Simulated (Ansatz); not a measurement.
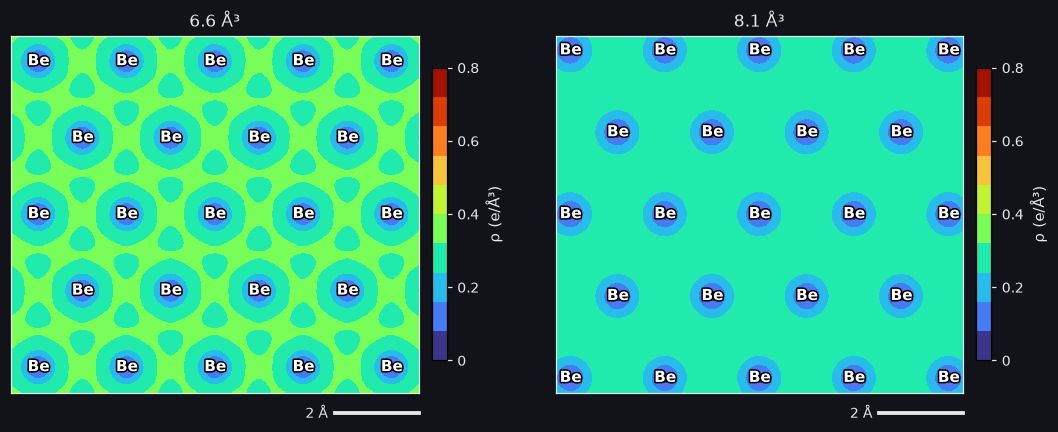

Be. The valence electron density of cells scaled evenly to different volumes (given per atom above each panel), on the (010) plane of each (indices in the axes of the cell below), at one length scale and on one colour scale.

A generated structure, not necessarily the stable one.

Level of theory: DFT, LDA (PW92), plane waves (420 eV) with PAW, scalar-relativistic (Ansatz).

The largest cell:

```
CELL_PARAMETERS angstrom
0.00000 1.59413 1.59413
1.59413 0.00000 1.59413
1.59413 1.59413 0.00000
ATOMIC_POSITIONS crystal
Be 0.00000 0.00000 0.00000
```

| volume (Å³/atom) | Be–Be contact in the plane (Å) | ρ at its midpoint (e/Å³) | pressure (GPa) | 
| --- | --- | --- | --- |
| 6.60 | 2.106 | 0.322 | 20.7 | 
| 7.20 | 2.168 | ? | ? | 
| 8.10 | 2.254 | 0.260 | −8.7 | 

> What values belong in the row with question marks?

Over the known rows ln ρ falls by 1.45 per Å of Be–Be distance (the line through the two), which gives 0.294 e/Å³ at 2.168 Å; the calculation gives 0.294 e/Å³. For the pressure, a straight line in volume between the neighbouring rows gives 8.9 GPa; the calculation gives 5.7, lower because pressure rises ever faster on compression.
